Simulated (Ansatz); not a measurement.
# Mg$_{2}$Ge: single-point calculation (part 2 of 2)

The same run, continued: Mg$_{2}$Ge (Fm-3m, 3 atoms in the cell); DFT, r2SCAN with spin-orbit coupling, plane waves, PAW (Ansatz 0.2.0); cutoff 500 eV, 8×8×8 k-mesh, Fermi–Dirac smearing of 0.02 eV. The structure was built on a prototype by a generator. The geometry comes from this level: r2SCAN (a point of a series of strains).

Geometry of the input (Å; fractional positions):
```
0.0000  3.1831  3.1831
3.1831  0.0000  3.1831
3.1831  3.1831  0.0000
Ge 0.0000  0.0000  0.0000
Mg 0.2500  0.2500  0.2500
Mg 0.7500  0.7500  0.7500
```

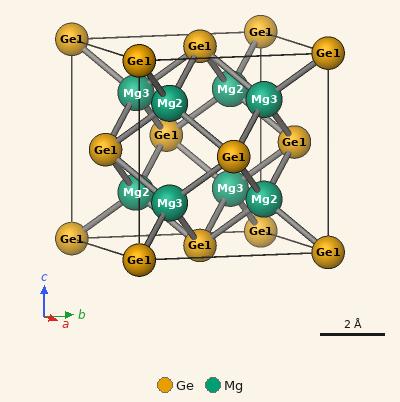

**Figure 1.** The structure (ball-and-stick view of the cell 4 times as large as that of the calculation, set on its symmetry axes, seen slightly off an axis; atoms are numbered from 1 in the order of the input). An atom can appear more than once, as a periodic image.

### File rho_z.tsv, continued
```
1.000352	8.191883e-1	0.000000e0	0.000000e0	0.000000e0	0.000000e0
1.125396	8.574601e-1	0.000000e0	0.000000e0	0.000000e0	0.000000e0
1.250440	7.861483e-1	0.000000e0	0.000000e0	0.000000e0	0.000000e0
1.375484	6.273588e-1	0.000000e0	0.000000e0	0.000000e0	0.000000e0
1.500528	4.372980e-1	0.000000e0	0.000000e0	0.000000e0	0.000000e0
1.625572	2.729769e-1	0.000000e0	0.000000e0	0.000000e0	0.000000e0
1.750616	1.642533e-1	0.000000e0	0.000000e0	0.000000e0	0.000000e0
1.875660	1.084958e-1	0.000000e0	0.000000e0	0.000000e0	0.000000e0
2.000704	8.577396e-2	0.000000e0	0.000000e0	0.000000e0	0.000000e0
2.125748	7.774357e-2	0.000000e0	0.000000e0	0.000000e0	0.000000e0
2.250792	7.569355e-2	0.000000e0	0.000000e0	0.000000e0	0.000000e0
2.375836	7.774357e-2	0.000000e0	0.000000e0	0.000000e0	0.000000e0
2.500881	8.577396e-2	0.000000e0	0.000000e0	0.000000e0	0.000000e0
2.625925	1.084958e-1	0.000000e0	0.000000e0	0.000000e0	0.000000e0
2.750969	1.642533e-1	0.000000e0	0.000000e0	0.000000e0	0.000000e0
2.876013	2.729769e-1	0.000000e0	0.000000e0	0.000000e0	0.000000e0
3.001057	4.372980e-1	0.000000e0	0.000000e0	0.000000e0	0.000000e0
3.126101	6.273588e-1	0.000000e0	0.000000e0	0.000000e0	0.000000e0
3.251145	7.861483e-1	0.000000e0	0.000000e0	0.000000e0	0.000000e0
3.376189	8.574601e-1	0.000000e0	0.000000e0	0.000000e0	0.000000e0
3.501233	8.191883e-1	0.000000e0	0.000000e0	0.000000e0	0.000000e0
3.626277	6.977340e-1	0.000000e0	0.000000e0	0.000000e0	0.000000e0
3.751321	5.545415e-1	0.000000e0	0.000000e0	0.000000e0	0.000000e0
3.876365	4.585939e-1	0.000000e0	0.000000e0	0.000000e0	0.000000e0
4.001409	4.634124e-1	0.000000e0	0.000000e0	0.000000e0	0.000000e0
4.126453	5.926638e-1	0.000000e0	0.000000e0	0.000000e0	0.000000e0
4.251497	8.206164e-1	0.000000e0	0.000000e0	0.000000e0	0.000000e0
4.376541	1.050923e0	0.000000e0	0.000000e0	0.000000e0	0.000000e0
```

### File v_z.tsv
```
# z_ang	v_es[eV]	v_tot[eV]	b_x[eV]	b_y[eV]	b_z[eV]
# format = ansatz-planar-average/11
# xc	r2scan
# density_cutoff_ev	2000
# datasets	Ge=:simpson_from_first_knot:soft:shift=0	Mg=:simpson_from_first_knot:soft:shift=0
# lattice	0.000000000	3.183101237	3.183101237
# lattice	3.183101237	0.000000000	3.183101237
# lattice	3.183101237	3.183101237	0.000000000
# sites	3
# site	32	0.000000000	0.000000000	0.000000000
# site	12	1.591550619	1.591550619	1.591550619
# site	12	4.774651856	4.774651856	4.774651856
0.000000	8.962454e-1	-9.747908e0	0.000000e0	0.000000e0	0.000000e0
0.125044	9.232352e-1	-9.682738e0	0.000000e0	0.000000e0	0.000000e0
0.250088	9.653431e-1	-9.580949e0	0.000000e0	0.000000e0	0.000000e0
0.375132	9.473016e-1	-9.550478e0	0.000000e0	0.000000e0	0.000000e0
0.500176	8.297575e-1	-9.599635e0	0.000000e0	0.000000e0	0.000000e0
0.625220	6.462313e-1	-9.702034e0	0.000000e0	0.000000e0	0.000000e0
0.750264	4.971464e-1	-9.733557e0	0.000000e0	0.000000e0	0.000000e0
0.875308	4.987231e-1	-9.520888e0	0.000000e0	0.000000e0	0.000000e0
1.000352	7.126076e-1	-9.015476e0	0.000000e0	0.000000e0	0.000000e0
1.125396	1.128565e0	-8.283819e0	0.000000e0	0.000000e0	0.000000e0
1.250440	1.722393e0	-7.377291e0	0.000000e0	0.000000e0	0.000000e0
1.375484	2.499792e0	-6.275006e0	0.000000e0	0.000000e0	0.000000e0
1.500528	3.428657e0	-4.991746e0	0.000000e0	0.000000e0	0.000000e0
1.625572	4.404474e0	-3.629337e0	0.000000e0	0.000000e0	0.000000e0
1.750616	5.300002e0	-2.340229e0	0.000000e0	0.000000e0	0.000000e0
1.875660	6.007672e0	-1.325125e0	0.000000e0	0.000000e0	0.000000e0
2.000704	6.474713e0	-6.627170e-1	0.000000e0	0.000000e0	0.000000e0
2.125748	6.714367e0	-2.546801e-1	0.000000e0	0.000000e0	0.000000e0
2.250792	6.783546e0	-9.679595e-2	0.000000e0	0.000000e0	0.000000e0
2.375836	6.714367e0	-2.546801e-1	0.000000e0	0.000000e0	0.000000e0
2.500881	6.474713e0	-6.627170e-1	0.000000e0	0.000000e0	0.000000e0
2.625925	6.007672e0	-1.325125e0	0.000000e0	0.000000e0	0.000000e0
2.750969	5.300002e0	-2.340229e0	0.000000e0	0.000000e0	0.000000e0
2.876013	4.404474e0	-3.629337e0	0.000000e0	0.000000e0	0.000000e0
3.001057	3.428657e0	-4.991746e0	0.000000e0	0.000000e0	0.000000e0
3.126101	2.499792e0	-6.275006e0	0.000000e0	0.000000e0	0.000000e0
3.251145	1.722393e0	-7.377291e0	0.000000e0	0.000000e0	0.000000e0
3.376189	1.128565e0	-8.283819e0	0.000000e0	0.000000e0	0.000000e0
3.501233	7.126076e-1	-9.015476e0	0.000000e0	0.000000e0	0.000000e0
3.626277	4.987231e-1	-9.520888e0	0.000000e0	0.000000e0	0.000000e0
3.751321	4.971464e-1	-9.733557e0	0.000000e0	0.000000e0	0.000000e0
3.876365	6.462313e-1	-9.702034e0	0.000000e0	0.000000e0	0.000000e0
4.001409	8.297575e-1	-9.599635e0	0.000000e0	0.000000e0	0.000000e0
4.126453	9.473016e-1	-9.550478e0	0.000000e0	0.000000e0	0.000000e0
4.251497	9.653431e-1	-9.580949e0	0.000000e0	0.000000e0	0.000000e0
4.376541	9.232352e-1	-9.682738e0	0.000000e0	0.000000e0	0.000000e0
```

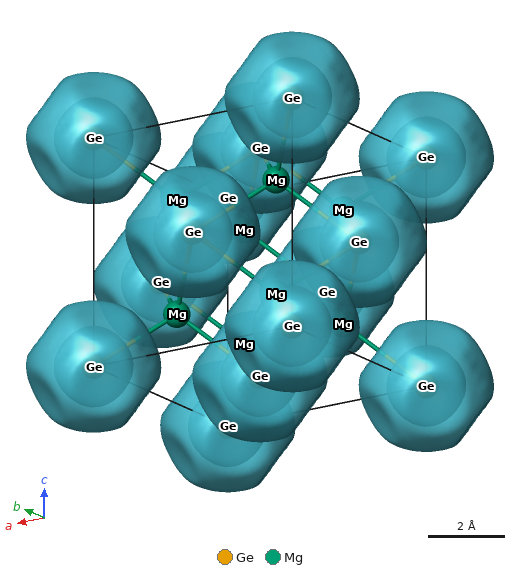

**Figure 2.** Isosurface of the electron localisation function at 0.55 (cyan), seen at an oblique angle. Only the valence region is drawn (cores and ρ < 0.01 e/Å³ removed). Sticks mark near contacts. The outline is the cell set on symmetry axes. Along the contacts the grid gives the following. Mg–Ge (2.76 Å): the ELF is about 0.75 at the midpoint. Core electrons are frozen (PAW), so the fields are smoothed inside the atomic spheres.

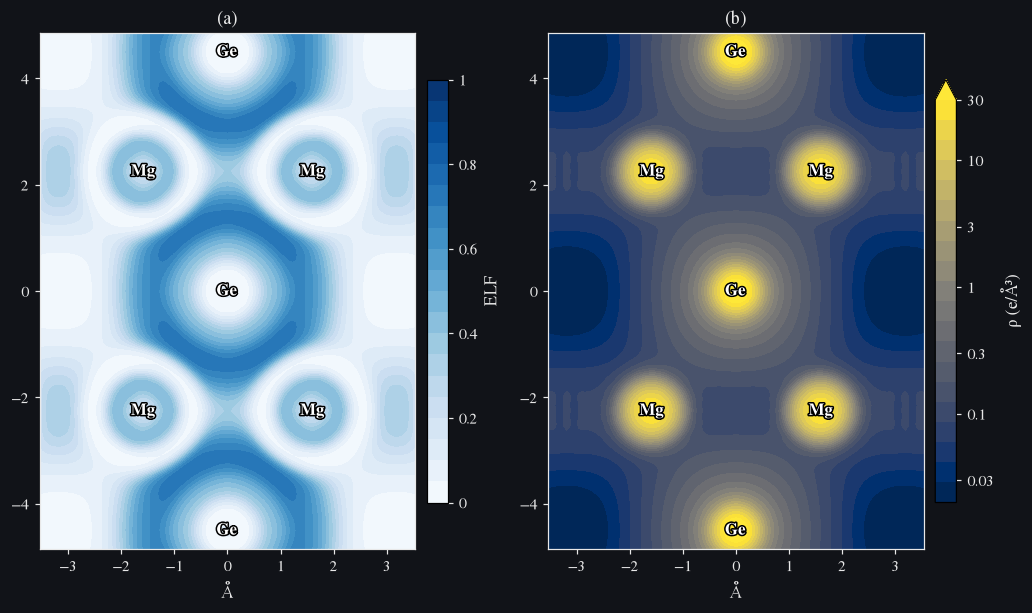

**Figure 3.** (a) electron localisation function; (b) valence electron density on the (011) plane of the conventional cell. Mg–Ge (2.76 Å): ρ is about 0.23 e/Å³ halfway; the ELF is about 0.75 at the midpoint. Away from the nuclei the density in this plane falls to 0.01 e/Å³ at its lowest.

### Results in brief

```json
{"quantity": "outcome", "value": "converged"}
{"quantity": "space group (tolerance 0.01 Å)", "value": "Fm-3m (225)"}
{"quantity": "electrons treated", "value": "34"}
{"quantity": "free energy", "value": "−8153.8856 eV"}
{"quantity": "Fermi energy", "value": "7.096 eV"}
{"quantity": "band gap", "value": "0.38 eV"}
{"quantity": "net moment of the cell", "value": "0.00 μB"}
{"quantity": "integrated absolute moment", "value": "0.00 μB"}
{"quantity": "pressure", "value": "0.01 GPa"}
{"quantity": "largest force (length of the vector)", "value": "under 0.001 eV/Å"}
{"quantity": "wall time", "value": "6.4 s (CPU time 9.6 s)"}
{"quantity": "peak memory", "value": "1.2 GiB"}
```
